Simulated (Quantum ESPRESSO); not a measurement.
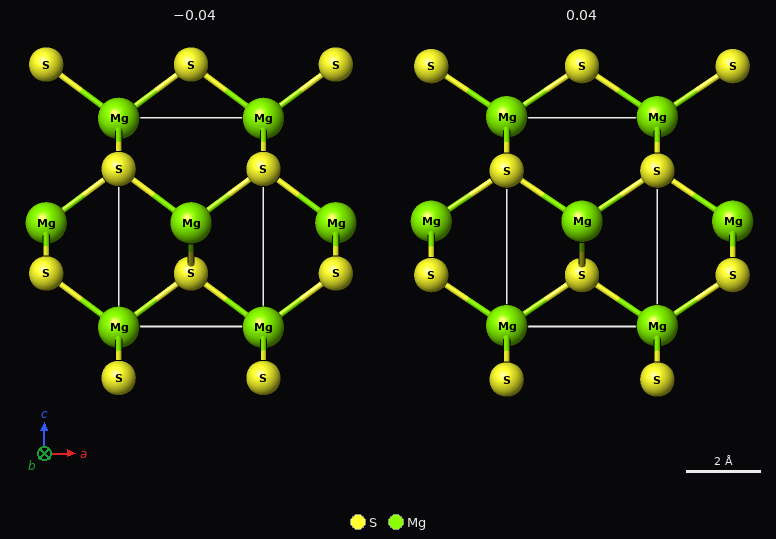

A crystal of MgS (set up in Imm2), held at several strains, with the atoms relaxed (per unit of the tabulated number the cell is strained by 0.5 along a, −0.5 along b). The picture shows the first and the last member. Style: ball-and-stick. Shown: the conventional cell (2 times the calculation's cell), along the b axis. Lengths and directions refer to the drawn axes.

Computed with Quantum ESPRESSO 7.5: PBEsol, GBRV 1.5 PBEsol. (plane-wave cutoff 612.3 eV; k-point mesh 8 × 8 × 8; occupations fermi-dirac; smearing width 0.05 eV; no spin polarisation)

```csv
strain,energy (meV/atom)
−0.04,3.17
−0.02,?
−0.01,0.20
0,0.00
0.01,0.20
0.02,0.79
0.04,3.17
```

One row is withheld. What does the calculation give there?

Answer. A parabola through three neighbouring rows (−0.04, −0.01, 0) gives, with Lagrange weights, (0.1667)(3.17) + (1.3333)(0.20) + (−0.5000)(0.00) = 0.80 meV/atom. The calculation gives 0.79 meV/atom. The estimate is 0.01 meV/atom too high. From the first member to the last: Mg–S 2.447 → 2.462 Å, Mg–S 2.462 → 2.447 Å.

The whole series:

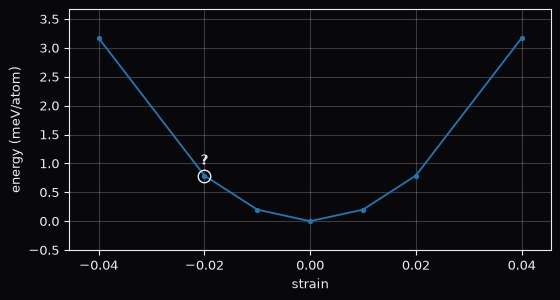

Each member starts from this one structure; whether another phase lies lower wasn't checked.
